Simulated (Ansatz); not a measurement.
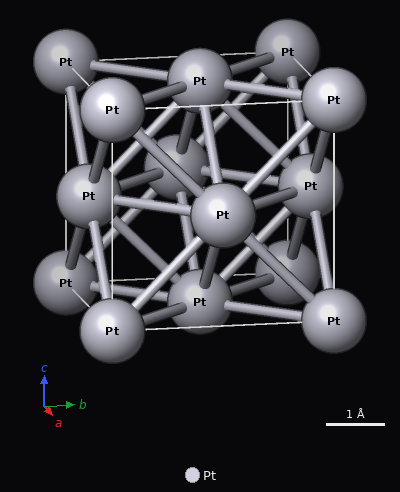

Fig. 1: The structure as given in the input (ball-and-stick view of the cell 4 times as large as that of the calculation, set on its symmetry axes, seen slightly off an axis). Near neighbours in the crystal (not all of them lie inside the picture): Pt has 12 Pt at 2.77 Å.

## Run report: Pt, geometry relaxation

Pt (Fm-3m, 1 atom in the cell), computed with DFT LDA, scalar-relativistic, plane waves, PAW, no spin polarisation (Ansatz 0.2.0).

The structure derives from an entry of the Crystallography Open Database.

Log
```
Engine: ansatz 0.2.0, aarch64-unknown-linux-gnu
Pseudopotentials: kind: paw
Pseudopotential: Pt, paw, valence charge 18, recommended cutoff 420 eV (normal), Pt.paw.azcp
Functional definition: SPW92
  exchange = slater_x
  correlation = pw_c
Crystal: 1 atoms, lattice volume = 15.080 Å³
Basis set: ecut = 420 eV, 283 PW (Γ)
Bands: 13, of which v1, the nominal top of the filled ones, is band 9 counted from 1 (8 counted from 0)
Symmetry: 48 space group operations
Space group: Fm-3m (ITA 225), of the structure as read, at distance tolerance 2.5e-5 Å
k-points: 195 of 5832
Non-local potential: Pt, projectors of the file, l = 0: 3, l = 1: 2, l = 2: 2, l = 3: 1
PAW form: soft (Blöchl's): semilocal exchange-correlation on the pseudo side does not see the compensation charge
PAW frozen core: Pt, regenerated for the run's functional, and the local potential with it (the file was generated under x = pbe(κ = 0.804, μ = 0.2195149727645171), c = pbe(β = 0.06672455060314922))
PAW one-centre angular grid: Pt, 590 points (default); XC on 64 Gauss nodes
Initial density: superposition of atomic densities (neutral atoms: chi_scale 0, normalization atom), corrected by the library's trained network
Initial wavefunctions: pseudopotential atomic-orbital guess
Functional: x = slater, c = lda
SCF iter   1: F=—  HF=-12244.984602 eV  |F-HF|=—  |Δ(HF+E_count)|=         —  Δρ=6.93e-3  dr2=3.26e-3  ethr=1.77e-3  ⟨swp⟩=5.0  Hψ=14226  notcnv=0
preconditioner: auto → none  [metal: Δε(μ)=0.023 eV  Ē_g=14.204 eV  σ=0.100 eV  W_gap=0.13  n_scr=8 (ndim 8)  ℏωp=30.2 eV  f_vac=0.000  D(μ)=2.13/eV (n_scr^D=26)  sad-step TF]
SCF iter   2: F=—  HF=-12244.983507 eV  |F-HF|=—  |Δ(HF+E_count)|=   1.10e-3  Δρ=3.44e-3  dr2=6.50e-4  ethr=1.81e-5  ⟨swp⟩=1.4  Hψ=4286  notcnv=0
SCF iter   3: F=—  HF=-12244.983355 eV  |F-HF|=—  |Δ(HF+E_count)|=   1.52e-4  Δρ=2.83e-4  dr2=2.08e-6  ethr=3.61e-6  ⟨swp⟩=2.4  Hψ=3352  notcnv=0
SCF iter   4: F=—  HF=-12244.983357 eV  |F-HF|=—  |Δ(HF+E_count)|=   1.83e-6  Δρ=3.37e-5  dr2=3.63e-8  ethr=1.16e-8  ⟨swp⟩=2.3  Hψ=4050  notcnv=0
iter 5 did not close the SCF: its close was put off for the readings that it lacked (scf_convergence_deferred on its scf_iter line)
SCF iter   5: F=-12244.983357 eV  HF=-12244.983357 eV  |F-HF|=6.15e-10  |Δ(HF+E_count)|=   1.16e-7  Δρ=3.21e-6  dr2=9.40e-10  ethr=2.02e-10  ⟨swp⟩=2.5  Hψ=3834  notcnv=0
SCF iter   6: F=-12244.983357 eV  HF=-12244.983357 eV  |F-HF|=1.13e-10  |Δ(HF+E_count)|=  2.26e-10  Δρ=9.74e-7  dr2=1.48e-10  ethr=5.22e-12  ⟨swp⟩=3.9  Hψ=12159  notcnv=0
SCF 1 converged in 6 iterations: F = -12244.983357 eV  dr2 = 1.48e-10
  greatest PAW one-centre occupation: 1.000 electrons in one spin orbital (limit 2), on the Pt atom at site 0 (counted from 0), in its partial waves of l = 0
relax step   1: F+E_penalty+E_count = -12244.98335691 eV  Δ(F+E_penalty+E_count) = +0.000e0 eV  max|allowed force component| = 0.000e0 eV/Å  Δτ_max = 0.0000 Å  P = -6.247 GPa  Ω = 15.080 Å³  (6 SCF iters, dr2 threshold 1.00e-7 eV, accepted)
Crystal: 1 atoms, lattice volume = 14.174 Å³
Initial density: handed on by an earlier stage of this run
Initial wavefunctions: those handed on with the density
iter 1 solved again at ethr=7.75e-6 eV; its pass at ethr=3.10e-3 eV (dr2=1.39e-3 eV) is discarded
SCF iter   1: F=—  HF=-12244.966181 eV  |F-HF|=—  |Δ(HF+E_count)|=         —  Δρ=4.49e-3  dr2=1.38e-3  ethr=7.75e-6  ⟨swp⟩=1.0  Hψ=17536  notcnv=0
preconditioner: auto → none  [metal: Δε(μ)=0.005 eV  Ē_g=14.912 eV  σ=0.100 eV  W_gap=0.03  n_scr=8 (ndim 8)  ℏωp=31.2 eV  f_vac=0.000  D(μ)=1.91/eV (n_scr^D=26)]
SCF iter   2: F=—  HF=-12244.965914 eV  |F-HF|=—  |Δ(HF+E_count)|=   2.67e-4  Δρ=2.10e-3  dr2=1.91e-4  ethr=7.65e-6  ⟨swp⟩=2.4  Hψ=3364  notcnv=0
SCF iter   3: F=—  HF=-12244.965905 eV  |F-HF|=—  |Δ(HF+E_count)|=   8.30e-6  Δρ=5.64e-4  dr2=2.37e-5  ethr=1.06e-6  ⟨swp⟩=2.4  Hψ=4388  notcnv=0
SCF iter   4: F=—  HF=-12244.965903 eV  |F-HF|=—  |Δ(HF+E_count)|=   2.76e-6  Δρ=5.33e-5  dr2=1.13e-7  ethr=1.32e-7  ⟨swp⟩=2.3  Hψ=3358  notcnv=0
SCF iter   5: F=-12244.965903 eV  HF=-12244.965903 eV  |F-HF|=7.48e-10  |Δ(HF+E_count)|=   6.04e-8  Δρ=4.57e-6  dr2=8.62e-10  ethr=5.56e-10  ⟨swp⟩=7.2  Hψ=13804  notcnv=0
SCF 2 converged in 5 iterations: F = -12244.965903 eV  dr2 = 8.62e-10
relax step   2: F+E_penalty+E_count = -12244.96590271 eV  Δ(F+E_penalty+E_count) = +1.745e-2 eV  max|allowed force component| = 0.000e0 eV/Å  Δτ_max = 0.0000 Å  P = +13.810 GPa  Ω = 14.174 Å³  energy of the carried Pulay correction = +2.727e-4 eV  (5 SCF iters, dr2 threshold 1.00e-7 eV, rejected (line search))
Crystal: 1 atoms, lattice volume = 14.785 Å³
iter 1 solved again at ethr=2.71e-6 eV; its pass at ethr=3.10e-3 eV (dr2=4.87e-4 eV) is discarded
SCF iter   1: F=—  HF=-12244.989933 eV  |F-HF|=—  |Δ(HF+E_count)|=         —  Δρ=3.03e-3  dr2=6.43e-4  ethr=2.71e-6  ⟨swp⟩=2.0  Hψ=18600  notcnv=0
preconditioner: auto → none  [metal: Δε(μ)=0.008 eV  Ē_g=14.444 eV  σ=0.100 eV  W_gap=0.05  n_scr=8 (ndim 8)  ℏωp=30.5 eV  f_vac=0.000  D(μ)=2.07/eV (n_scr^D=26)]
SCF iter   2: F=—  HF=-12244.989820 eV  |F-HF|=—  |Δ(HF+E_count)|=   1.13e-4  Δρ=1.45e-3  dr2=9.84e-5  ethr=2.71e-6  ⟨swp⟩=2.2  Hψ=3340  notcnv=0
SCF iter   3: F=—  HF=-12244.989815 eV  |F-HF|=—  |Δ(HF+E_count)|=   4.45e-6  Δρ=3.89e-4  dr2=1.52e-5  ethr=5.47e-7  ⟨swp⟩=2.4  Hψ=4310  notcnv=0
SCF iter   4: F=—  HF=-12244.989811 eV  |F-HF|=—  |Δ(HF+E_count)|=   3.61e-6  Δρ=3.98e-5  dr2=5.42e-8  ethr=8.42e-8  ⟨swp⟩=2.1  Hψ=3392  notcnv=0
SCF iter   5: F=—  HF=-12244.989811 eV  |F-HF|=—  |Δ(HF+E_count)|=   5.90e-7  Δρ=1.62e-6  dr2=3.17e-10  ethr=3.01e-10  ⟨swp⟩=2.1  Hψ=3354  notcnv=0
SCF iter   6: F=-12244.989811 eV  HF=-12244.989811 eV  |F-HF|=1.82e-12  |Δ(HF+E_count)|=  6.73e-11  Δρ=2.62e-7  dr2=7.98e-12  ethr=1.00e-12  ⟨swp⟩=5.4  Hψ=9926  notcnv=0
SCF 3 converged in 6 iterations: F = -12244.989811 eV  dr2 = 7.98e-12
relax step   3: F+E_penalty+E_count = -12244.98981089 eV  Δ(F+E_penalty+E_count) = -6.454e-3 eV  max|allowed force component| = 0.000e0 eV/Å  Δτ_max = 0.0000 Å  P = -0.564 GPa  Ω = 14.785 Å³  energy of the carried Pulay correction = +8.678e-5 eV  (6 SCF iters, accepted)
Crystal: 1 atoms, lattice volume = 14.757 Å³
iter 1 solved again at ethr=7.41e-9 eV; its pass at ethr=3.10e-3 eV (dr2=1.33e-6 eV) is discarded
SCF iter   1: F=—  HF=-12244.989868 eV  |F-HF|=—  |Δ(HF+E_count)|=         —  Δρ=1.41e-4  dr2=1.54e-6  ethr=7.41e-9  ⟨swp⟩=2.0  Hψ=16186  notcnv=0
preconditioner: auto → none  [metal: Δε(μ)=0.023 eV  Ē_g=14.467 eV  σ=0.100 eV  W_gap=0.13  n_scr=8 (ndim 8)  ℏωp=30.6 eV  f_vac=0.000  D(μ)=2.06/eV (n_scr^D=26)]
SCF iter   2: F=—  HF=-12244.989867 eV  |F-HF|=—  |Δ(HF+E_count)|=   3.25e-7  Δρ=6.71e-5  dr2=2.12e-7  ethr=7.41e-9  ⟨swp⟩=2.1  Hψ=3383  notcnv=0
SCF iter   3: F=-12244.989867 eV  HF=-12244.989867 eV  |F-HF|=6.29e-9  |Δ(HF+E_count)|=   1.89e-8  Δρ=2.13e-5  dr2=2.85e-8  ethr=5.56e-10  ⟨swp⟩=7.1  Hψ=13145  notcnv=0
SCF 4 converged in 3 iterations: F = -12244.989867 eV  dr2 = 2.85e-8
relax step   4: F+E_penalty+E_count = -12244.98986734 eV  Δ(F+E_penalty+E_count) = -5.645e-5 eV  max|allowed force component| = 0.000e0 eV/Å  Δτ_max = 0.0000 Å  P = +0.028 GPa  Ω = 14.757 Å³  energy of the carried Pulay correction = +9.530e-5 eV  (3 SCF iters, dr2 threshold 1.00e-7 eV, accepted)
Initial wavefunctions: pseudopotential atomic-orbital guess (no wavefunctions were taken with the density)
iter 1 solved again at ethr=2.18e-8 eV; its pass at ethr=3.10e-3 eV (dr2=3.92e-6 eV) is discarded
SCF iter   1: F=—  HF=-12244.989766 eV  |F-HF|=—  |Δ(HF+E_count)|=         —  Δρ=4.96e-5  dr2=7.87e-8  ethr=2.18e-8  ⟨swp⟩=2.7  Hψ=20318  notcnv=0
SCF iter   2: F=—  HF=-12244.989767 eV  |F-HF|=—  |Δ(HF+E_count)|=   1.36e-6  Δρ=2.23e-5  dr2=1.44e-8  ethr=4.37e-10  ⟨swp⟩=1.2  Hψ=2720  notcnv=0
SCF iter   3: F=—  HF=-12244.989767 eV  |F-HF|=—  |Δ(HF+E_count)|=   2.21e-9  Δρ=1.84e-6  dr2=3.25e-10  ethr=8.03e-11  ⟨swp⟩=2.9  Hψ=4191  notcnv=0
SCF iter   4: F=-12244.989767 eV  HF=-12244.989767 eV  |F-HF|=7.28e-12  |Δ(HF+E_count)|=  1.09e-10  Δρ=6.63e-7  dr2=9.87e-12  ethr=1.00e-12  ⟨swp⟩=4.0  Hψ=11664  notcnv=0
SCF 5 converged in 4 iterations: F = -12244.989767 eV  dr2 = 9.87e-12
relax step   5: F+E_penalty+E_count = -12244.98976701 eV  Δ(F+E_penalty+E_count) = +1.003e-4 eV  max|allowed force component| = 0.000e0 eV/Å  Δτ_max = 0.0000 Å  P = +0.032 GPa  Ω = 14.757 Å³  stress off target by 3.18e-2 GPa  SCF on the basis re-selected at this cell (its energy is not comparable with the rows above)  (4 SCF iters)
```

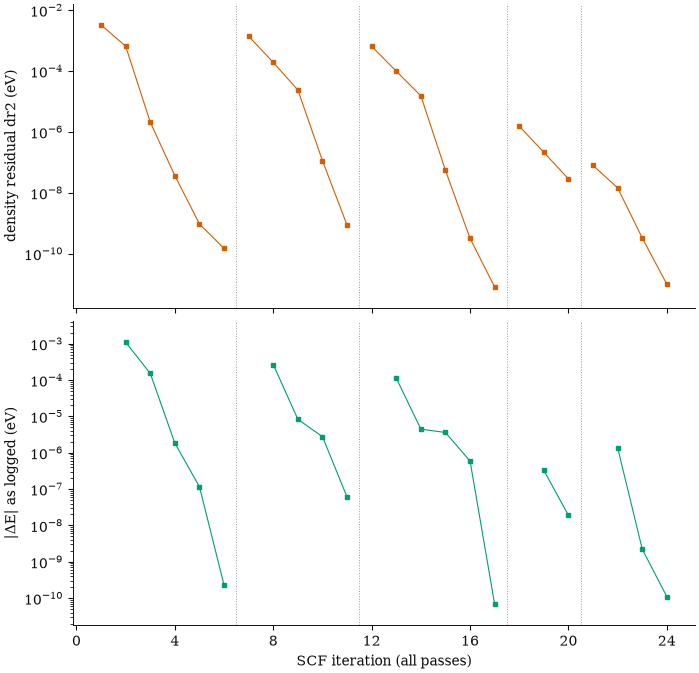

Fig. 2: Convergence of the self-consistent field: density residual dr2 and size of the energy change against the SCF iteration. The dotted lines part the SCF passes of the relaxation: geometry steps, rejected trials and re-solves on a re-selected basis. The 5 passes take 3 to 6 iterations each, 24 in all.

```
basis re-selected at this cell: Δ(F+E_penalty+E_count) = +1.003e-4 eV, ΔP = +0.004 GPa vs the last step (what re-selecting the basis moved, of the pressure what is left beyond the Pulay correction that the steps carried, after the strain that the cell walked since its last selection, with what the two solves' SCF thresholds leave and, on support functions, any second-order correction that the steps lacked; it is no measure of the basis error at this ecutwfc). This SCF's stress stands 3.18e-2 GPa from its target on what of the cell is left free (relax.cell.stress_tol is 5.00e-2 GPa) and its largest allowed force component is 0.00e0 eV/Å (relax.f_tol is 5.00e-3 eV/Å): within both
SCF converged after 4 iterations
Free energy (F): -12244.989767 eV
Harris-Foulkes:  -12244.989767 eV  (|F-HF|=7.28e-12)
Internal energy: -12244.979462 eV  (E = F + TS)
E sigma→0 (E₀):  -12244.984614 eV
Entropy (-TS):   -0.010305 eV (-10.305 meV/atom)
Fermi energy:    23.722382 eV
--- Per-component energies (eV) ---
  E_band       = -125.115216
  E_kinetic    = 639.298237
  E_local      = -1439.271974  (includes V_loc(G=0)·N_el)
  E_nonlocal   = 206.842915
  E_hartree    = 533.147780
  E_xc         = -260.903100
  E_vxc        = -303.410032  (∫ρ·V_xc dr)
  E_paw        = -9177.665499  (= ΣΔE_a)
  E_vpaw       = -294.869987  (= ΣTr[D̂ρ^β])
  E_aug_tail   = 0.000161  (compensation charges beyond the density's cutoff)
  E_ewald      = -2746.891851
  E_core_change = 0.463869  (= ΣΔE_core)
  E_smearing   = -0.010305  (= −TS)
  E_closure    = -0.000000  (closes the sum)
  Σ components = -12244.989767   (vs F -12244.989767, Δ=0.00e0)
--- Forces (eV/Å), atoms counted from 1 ---
  atom   1  Pt    -0.00000000     0.00000000     0.00000000
  max |Σ_I F_I| component: 4.93e-32 eV/Å
--- Stress (GPa, compression-positive) ---
        0.031829      -0.000000       0.000000
       -0.000000       0.031829      -0.000000
       -0.000000      -0.000000       0.031829
  P = ⅓ Tr σ = 0.0318 GPa (0.318 kbar)
--- Band table (eV; the first three rows and the last of 195) ---
  k-point 0: bands = ["-74.9997", "-28.8705", "-28.8705", "-28.8705", "13.1761", "19.7587", "19.7587", "19.7587", "22.0289", "22.0289", "38.2983", "43.3034", "43.3034"]
  k-point 1: bands = ["-74.9986", "-28.8864", "-28.8727", "-28.8727", "13.3040", "19.7004", "19.8105", "19.8105", "21.9990", "21.9990", "38.4993", "42.6440", "43.5000"]
  k-point 2: bands = ["-74.9954", "-28.9322", "-28.8793", "-28.8793", "13.6759", "19.5510", "19.9464", "19.9464", "21.9350", "21.9350", "39.0488", "41.2576", "44.0720"]
  k-point 194: bands = ["-74.9505", "-29.2380", "-29.1870", "-29.0682", "17.7643", "18.5314", "19.4579", "21.7107", "24.2379", "30.9152", "31.3632", "32.7381", "35.9705"]
--- Relaxed structure (4 steps of the walk, 3 accepted, 1 SCFs on fresh bases) ---
  F+E_penalty+E_count = -12244.98976701 eV   max|allowed force component| = 0.000e0 eV/Å   (the final SCF, on the basis selected at the relaxed cell)
  cell:  # Å, volume = 14.7569 Å³
    - [-2.8024546180925743e-34, 1.946800876197082, 1.946800876197082]
    - [1.946800876197082, -1.5923037602798719e-34, 1.946800876197082]
    - [1.946800876197082, 1.946800876197082, -1.7833802115134566e-34]
  atoms:
    - { symbol: Pt, position: [0.0, 0.0, 0.0] }
```

Trajectory as extended XYZ (Å, eV, eV/Å), 5 frames, from step=1 to step=5
```
1
Lattice="0.0000 1.9609 1.9609 1.9609 0.0000 1.9609 1.9609 1.9609 0.0000" Properties=species:S:1:pos:R:3:forces:R:3 step=1 energy=-12244.98336 pressure_GPa=-6.25
Pt    0.0000    0.0000    0.0000    0.0000   0.0000   0.0000
1
Lattice="0.0000 1.9208 1.9208 1.9208 0.0000 1.9208 1.9208 1.9208 0.0000" Properties=species:S:1:pos:R:3:forces:R:3 step=2 energy=-12244.96590 pressure_GPa=13.81 accepted=F
Pt    0.0000    0.0000    0.0000    0.0000   0.0000   0.0000
1
Lattice="0.0000 1.9481 1.9481 1.9481 0.0000 1.9481 1.9481 1.9481 0.0000" Properties=species:S:1:pos:R:3:forces:R:3 step=3 energy=-12244.98981 pressure_GPa=-0.56
Pt    0.0000    0.0000    0.0000    0.0000   0.0000   0.0000
1
Lattice="0.0000 1.9468 1.9468 1.9468 0.0000 1.9468 1.9468 1.9468 0.0000" Properties=species:S:1:pos:R:3:forces:R:3 step=4 energy=-12244.98987 pressure_GPa=0.03
Pt    0.0000    0.0000    0.0000    0.0000   0.0000   0.0000
1
Lattice="0.0000 1.9468 1.9468 1.9468 0.0000 1.9468 1.9468 1.9468 0.0000" Properties=species:S:1:pos:R:3:forces:R:3 step=5 energy=-12244.98977 pressure_GPa=0.03
Pt    0.0000    0.0000    0.0000    0.0000   0.0000   0.0000
```

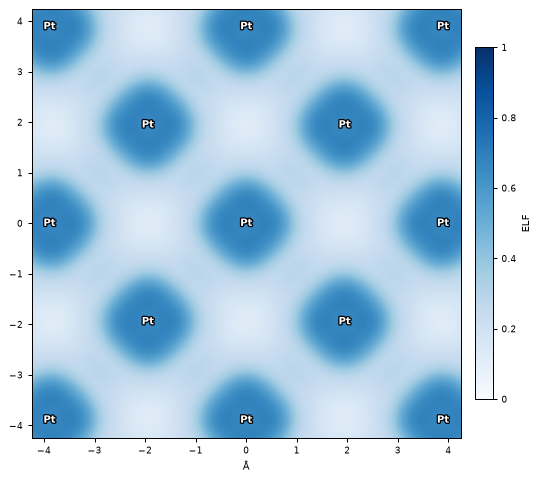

Fig. 3: ELF on the (100) plane of the conventional cell. Atoms in the plane: Pt. Pt–Pt (2.75 Å): the ELF is about 0.30 at the midpoint (no shared electron pair). The strong features right at Pt lie inside the PAW spheres (semicore, d or f shells) and say nothing about bonding. The fields are those of the smooth PAW valence density.

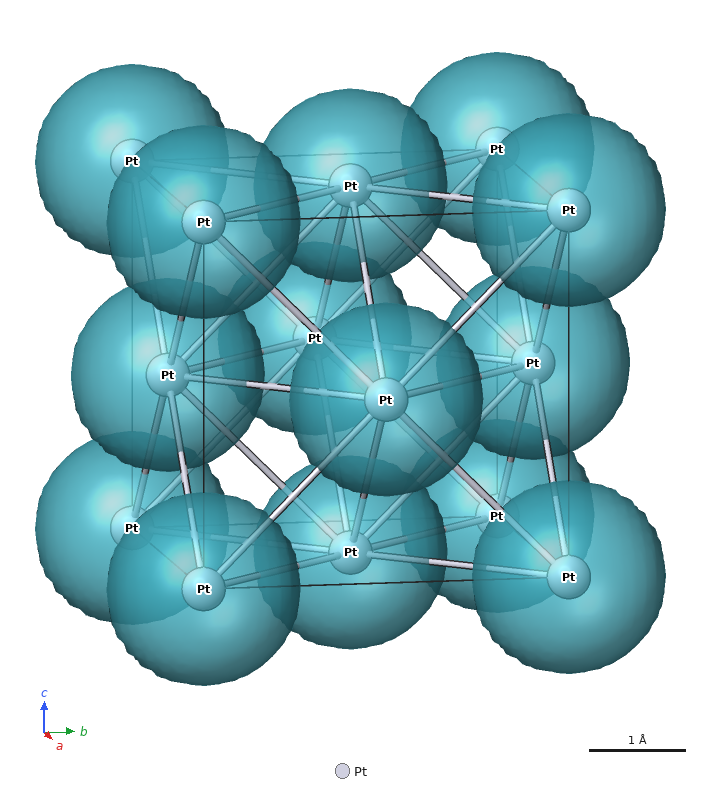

Fig. 4: Isosurface of the valence charge density (pseudo) at 0.8 e/Å³ (cyan), seen slightly off an axis. Sticks mark near contacts. The outline is the cell set on symmetry axes. At this value the density breaks into separate islands; it holds about 75 % of the electrons treated as valence (semicore included). It is pinched off along the Pt–Pt (2.75 Å) contacts. On the grid the lowest density along these lines, outside the cores, is 0.4 e/Å³ (Pt–Pt, 2.75 Å).

The run was set up as follows.

The input
```yaml
crystal:
  lattice:
    - [0.0, 1.9609, 1.9609]
    - [1.9609, 0.0, 1.9609]
    - [1.9609, 1.9609, 0.0]
  atoms:
    - { symbol: Pt, position: [0.0, 0.0, 0.0] }
basis:
  ecutwfc: 420
kpoints:
  mp_grid: { grid: [18, 18, 18] }
hamiltonian:
  xc: lda
scf:
  occupations: { method: gaussian, width: 0.1 }
output:
  forces: true
  stress: true
  eigenvalues: true
  write_density: true
  write_potential: true
  elf: true
  volumetric_format: npy
relax:
  adjacent_minimum: "off"
  f_tol: 0.005
  max_steps: 80
  cell: { stress_tol: 0.05 }
```

Run as:
```bash
ansatz run input.yaml --threads 2 --pin off --max-ram 5120MiB --backend cpu --events-out ev --progress --plain --runs-dir out
```

Key numbers

```tsv
quantity	value
outcome	converged
space group (tolerance 0.01 Å)	Fm-3m (225)
electrons treated	18
free energy	−12244.9898 eV
Fermi energy	23.722 eV
gap on the k-point mesh	none (metallic)
pressure	0.03 GPa
final volume	14.76 Å³
largest force (length of the vector) at the end	under 0.001 eV/Å
final cell	a = 2.753 Å, b = 2.753 Å, c = 2.753 Å, α = 60.00°, β = 60.00°, γ = 60.00°
hardware	2 threads of Arm Neoverse V2, 24 GiB of memory available, shared host
wall time	4.9 s (CPU time 9.4 s)
peak memory	0.31 GiB
```

Notes

Spin–orbit coupling is left out, which matters for Pt.
